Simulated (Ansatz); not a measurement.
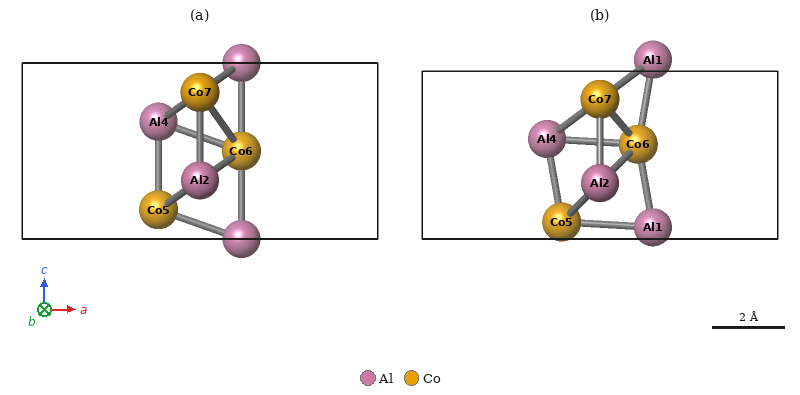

The structure of a wire of composition AlCo before (left) and after (right) a relaxation, at one scale.

Style: ball-and-stick. Shown: the cell of the calculation, with the vacuum cut short, along the b axis.

Case: wire along [1 1 1], 8 atoms a period.

These are results of DFT PBE, scalar-relativistic, plane waves, PAW (Ansatz 0.2.0), not measurements. Settings: plane-wave cutoff 420 eV; k-point mesh 1 × 1 × 11; occupations gaussian; smearing width 0.05 eV; no spin polarisation; cell relaxed at fixed a, b, alpha, beta, gamma; force threshold 0.02 eV/Å; at most 45 steps.

> What changed between the two?

Over 6 accepted moves (7 points after the start) the energy falls by 1.182 eV per cell of the calculation. The largest force component goes from 1.4 to 0.016 eV/Å. The SCF was repeated once at an unchanged geometry on a basis and grid sized afresh for the cell, which shifted the energy by 2.3 meV per cell of the calculation at most. The largest moves relative to the layer's centre, 0.46 Å, are those of Al atoms. By element the largest moves are Al 0.46 Å, Co 0.42 Å. Along the periodic axis the drawn cell goes c 4.940 → 4.707 Å (−4.7 %). Near-neighbour distances that change, for instance: Co–Co 2.852 → 2.299 Å, Al–Co 2.470 → 2.367 Å, Al–Co 2.470 → 2.566 Å, Al–Co 2.470 → 2.411 Å. Among the angles between lasting bonds that change: Co–Al–Co 109.5° → 81.2°, Al–Co–Al 70.5° → 98.8°, Co–Al–Co 109.5° → 83.5°.

Limits of the set-up: the k-point mesh is coarse for a cell with partly filled bands.
